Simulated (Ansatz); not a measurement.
# A series of single points on Cs4I

System: Cs4I (Pm-3m, 5 atoms in the cell).
Method: DFT PBE, scalar-relativistic, plane waves, PAW, no spin polarisation (Ansatz 0.2.0).

The 6 runs differ only in the geometry, by an even scaling of the cell at fixed fractional positions. The structure was made by a generator, so it may or may not be a known phase.

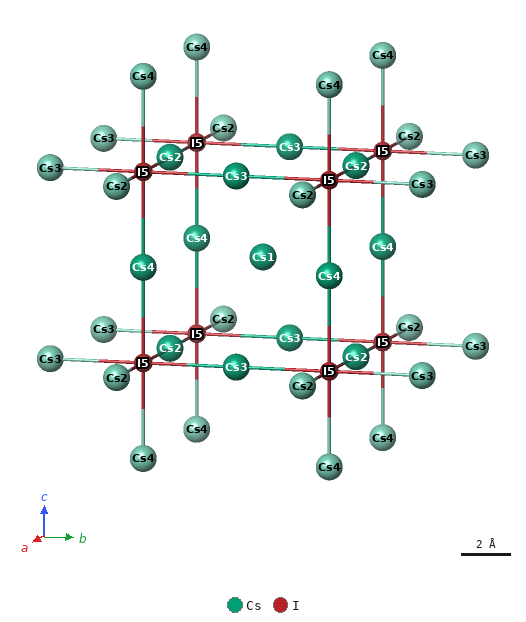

Figure 1. The structure of run 4 (ball-and-stick view of the cell of the calculation, seen slightly off an axis; neighbours outside the cell are drawn fainter; atoms are numbered from 1 in the order of the input).

**Input of run 4**
```yaml
crystal:
  lattice:
    - [7.9115510465, 0.0, 0.0]
    - [0.0, 7.9115510465, 0.0]
    - [0.0, 0.0, 7.9115510465]
  atoms:
    - { symbol: Cs, position: [0.5, 0.5, 0.5] }
    - { symbol: Cs, position: [0.5, 0.0, 0.0] }
    - { symbol: Cs, position: [0.0, 0.5, 0.0] }
    - { symbol: Cs, position: [0.0, 0.0, 0.5] }
    - { symbol: I, position: [0.0, 0.0, 0.0] }
basis:
  ecutwfc: 420
kpoints:
  mp_grid: { grid: [6, 6, 6] }
hamiltonian:
  xc: pbe
scf:
  occupations: { method: gaussian, width: 0.1 }
output:
  forces: true
  stress: true
  eigenvalues: true
```

Command:
```bash
ansatz run input.yaml --threads 1 --pin off --max-ram 2048MiB --backend cpu --events-out ev --progress --plain --runs-dir out
```

Lattice vectors (Å) and fractional positions of run 4:
```
   7.911551    0.000000    0.000000
   0.000000    7.911551    0.000000
   0.000000    0.000000    7.911551
Cs  0.500000  0.500000  0.500000
Cs  0.500000  0.000000  0.000000
Cs  0.000000  0.500000  0.000000
Cs  0.000000  0.000000  0.500000
I   0.000000  0.000000  0.000000
```

Run 2 differs from it as follows:
```diff
-    - [7.9115510465, 0.0, 0.0]
-    - [0.0, 7.9115510465, 0.0]
-    - [0.0, 0.0, 7.9115510465]
+    - [7.5915366045, 0.0, 0.0]
+    - [0.0, 7.5915366045, 0.0]
+    - [0.0, 0.0, 7.5915366045]
```

**Results, with one run withheld**

```tsv
run	volume per atom (Å³)	free energy per atom, from the lowest run given (meV)	pressure (GPa)
1	84.618	18.68	0.60
2	87.502	?	?
3	93.272	0.35	0.12
4	99.041	0.00	−0.09
5	101.926	2.37	−0.17
6	105.772	7.63	−0.26
```

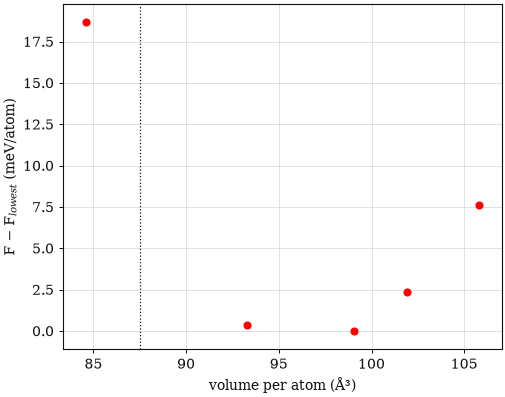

Figure 2. Free energy per atom of the runs given; the dotted line marks run 2.

What should run 2 give?

A cubic polynomial in V^(−2/3) (the Birch–Murnaghan form), fitted to the 5 runs given, misses them by under 0.01 meV per atom. With x = V^(−2/3) − 0.04755 Å⁻², it reads F = −0.77268 − 63.784 x + 1.0324e+06 x² + 4.2478e+06 x³ (meV per atom). At run 2 it gives 9.64 meV per atom, and the run itself gives 9.65. The slope of the fit gives a pressure −dF/dV of 0.41 GPa there, and the run prints 0.41 GPa. The fit has its minimum at 96.350 Å³ per atom, where V d²F/dV² gives 3.46 GPa: the bulk modulus at this level, since symmetry fixes the shape and the positions.

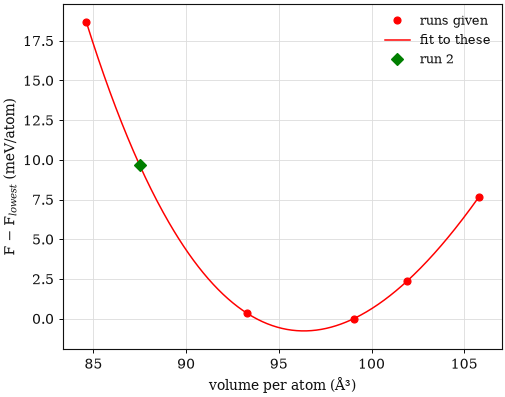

Figure 3. The fit and the withheld run.

**Output, shortened to warnings, some set-up lines, iterations and results (run 2)**
```
Basis set: ecut = 420 eV, 8409 PW (Γ), exchange–correlation on 108×108×108 points (8 copies of the dense FFT grid, shifted against one another)
Symmetry: 48 space group operations
k-points: 20 of 216
Initial density: superposition of atomic densities (neutral atoms: chi_scale 0, normalization atom), corrected by the library's trained network
[...]
SCF iter   1: F=—  HF=-30198.828404 eV  |F-HF|=—  |Δ(HF+E_count)|=         —  Δρ=6.58e-4  dr2=1.10e-2  ethr=1.77e-3  ⟨swp⟩=11.1  Hψ=3263  notcnv=0
SCF iter   2: F=—  HF=-30198.828282 eV  |F-HF|=—  |Δ(HF+E_count)|=   1.21e-4  Δρ=4.80e-4  dr2=7.72e-3  ethr=2.07e-5  ⟨swp⟩=3.0  Hψ=1390  notcnv=0  defer=2
SCF iter   3: F=—  HF=-30198.827182 eV  |F-HF|=—  |Δ(HF+E_count)|=   1.10e-3  Δρ=2.42e-4  dr2=2.88e-3  ethr=1.46e-5  ⟨swp⟩=2.0  Hψ=667  notcnv=0  defer=2
SCF iter   4: F=—  HF=-30198.826057 eV  |F-HF|=—  |Δ(HF+E_count)|=   1.12e-3  Δρ=1.23e-4  dr2=1.97e-4  ethr=5.44e-6  ⟨swp⟩=2.4  Hψ=780  notcnv=0  defer=2
SCF iter   5: F=—  HF=-30198.826088 eV  |F-HF|=—  |Δ(HF+E_count)|=   3.10e-5  Δρ=3.94e-5  dr2=1.10e-5  ethr=3.72e-7  ⟨swp⟩=3.0  Hψ=1060  notcnv=0  defer=2
SCF iter   6: F=—  HF=-30198.826226 eV  |F-HF|=—  |Δ(HF+E_count)|=   1.37e-4  Δρ=1.17e-5  dr2=2.05e-6  ethr=2.08e-8  ⟨swp⟩=2.1  Hψ=1171  notcnv=0  defer=2
SCF iter   7: F=—  HF=-30198.826226 eV  |F-HF|=—  |Δ(HF+E_count)|=   1.62e-7  Δρ=6.05e-6  dr2=5.01e-7  ethr=3.87e-9  ⟨swp⟩=2.2  Hψ=1182  notcnv=0  defer=2
SCF iter   8: F=-30198.826226 eV  HF=-30198.826226 eV  |F-HF|=1.11e-8  |Δ(HF+E_count)|=   1.18e-7  Δρ=1.99e-6  dr2=5.13e-8  ethr=1.89e-10  ⟨swp⟩=10.1  Hψ=4123  notcnv=0
SCF 1 converged in 8 iterations: F = -30198.826226 eV  dr2 = 5.13e-8
SCF converged after 8 iterations
Free energy (F): -30198.826226 eV
Harris-Foulkes:  -30198.826226 eV  (|F-HF|=1.11e-8)
Internal energy: -30198.810308 eV  (E = F + TS)
E sigma→0 (E₀):  -30198.818267 eV
Entropy (-TS):   -0.015918 eV (-3.184 meV/atom)
Fermi energy:    3.487986 eV
--- Per-component energies (eV) ---
  E_band       = -782.177392
  E_kinetic    = 754.872819
  E_local      = -4714.389395  (includes V_loc(G=0)·N_el)
  E_nonlocal   = 30.525435
  E_hartree    = 2138.770868
  E_xc         = -822.018158
  E_vxc        = -629.993243  (∫ρ·V_xc dr)
  E_paw        = -25083.804958  (= ΣΔE_a)
  E_vpaw       = -500.730871  (= ΣTr[D̂ρ^β])
  E_aug_tail   = -0.000016  (compensation charges beyond the density's cutoff)
  E_ewald      = -2502.766903
  E_smearing   = -0.015918  (= −TS)
  E_closure    = 0.000000  (closes the sum)
  Σ components = -30198.826226   (vs F -30198.826226, Δ=0.00e0)
--- Forces (eV/Å), atoms counted from 1 ---
  atom   1  Cs     0.00000000    -0.00000000    -0.00000000
  atom   2  Cs    -0.00000000    -0.00000000     0.00000000
  atom   3  Cs     0.00000000     0.00000000    -0.00000000
  atom   4  Cs     0.00000000     0.00000000     0.00000000
  atom   5  I     -0.00000000     0.00000000     0.00000000
  max |Σ_I F_I| component: 1.32e-29 eV/Å
--- Stress (GPa, compression-positive) ---
        0.411440       0.000000       0.000000
        0.000000       0.411440       0.000000
       -0.000000       0.000000       0.411440
  P = ⅓ Tr σ = 0.4114 GPa (4.114 kbar)
```

Notes: The cell holds an odd number of electrons but the run has no spin polarisation, so it comes out as a metal.
